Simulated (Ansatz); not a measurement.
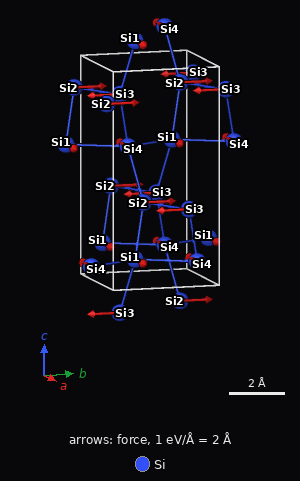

Starting geometry of a crystal of Si (a generated structure, set up in I4_122) (coarse preliminary run) with the computed forces as red arrows. The picture is a ball-and-stick view of the conventional cell (2 times the calculation's cell), seen slightly off an axis. Lengths and directions refer to the drawn axes.

Level of theory: DFT PBE, scalar-relativistic, plane waves, PAW in Ansatz.

Input file:
```yaml
crystal:
  lattice:
    - [-2.02807851, 2.02807851, 4.0450187]
    - [2.02807851, -2.02807851, 4.0450187]
    - [2.02807851, 2.02807851, -4.0450187]
  atoms:
    - { symbol: Si, position: [0.375, 0.98638201, 0.11138201] }
    - { symbol: Si, position: [0.73638201, 0.125, 0.11138201] }
    - { symbol: Si, position: [0.01361799, 0.625, 0.88861799] }
    - { symbol: Si, position: [0.875, 0.26361799, 0.88861799] }
basis:
  ecutwfc: 420
kpoints:
  mp_grid: { grid: [6, 6, 6] }
hamiltonian:
  xc: pbe
scf:
  occupations: { method: gaussian, width: 0.1 }
  lower_state_search: "off"
output:
  forces: true
  stress: true
  eigenvalues: true
relax:
  adjacent_minimum: "off"
  f_tol: 0.04
  max_steps: 70
  cell: { stress_tol: 0.4 }
```

Run as
```bash
ansatz run input.yaml --threads 1 --pin off --max-ram 2560MiB --backend cpu --events-out ev --progress --plain --runs-dir out
```

Q: Is this structure relaxed? If not, where do the atoms go?

A: It isn't relaxed: the largest force vector, on Si atoms, is 0.66 eV/Å. Measured relative to the changing cell, the final displacements run against the starting forces (cosine between the two patterns −1.00). Over 10 accepted moves (14 points after the start) the energy falls by 560 meV per atom. The largest force component goes from 0.66 to under 0.0001 eV/Å. The pressure goes from 29.56 to 0.02 GPa. The line search rejected the trial steps at points 9, 12 of the run. At 2 points the geometry stayed and the basis and grid were re-selected for the new cell (energy shift of 5.6 meV per atom at most each time). The largest moves relative to the cell, 0.40 Å, are those of Si1, Si2, Si3 and Si4. Si4 goes along +a. Cell: a = b 4.056 → 3.594 Å (−11.4 %), c 8.090 → 10.067 Å (+24.4 %). Volume −2.3 %. Some distances before and after: Si1–Si4 3.565 → 2.541 Å, Si1–Si2 3.010 → 3.576 Å, Si1–Si2 (another image) 2.121 → 2.517 Å, Si1–Si4 (another image) 2.319 → 2.541 Å. New bonds form: Si1–Si4 (3.56 → 2.54 Å), Si2–Si3 (3.56 → 2.54 Å). Bond angles that change, for instance: Si3–Si2–Si3 122.0° → 90.0°, Si1–Si2–Si4 155.4° → 180.0°, Si1–Si2–Si3 106.8° → 90.0°. The space group (tolerance 0.01 Å) goes from I4_122 (No. 98) to P4/mmm (No. 123).
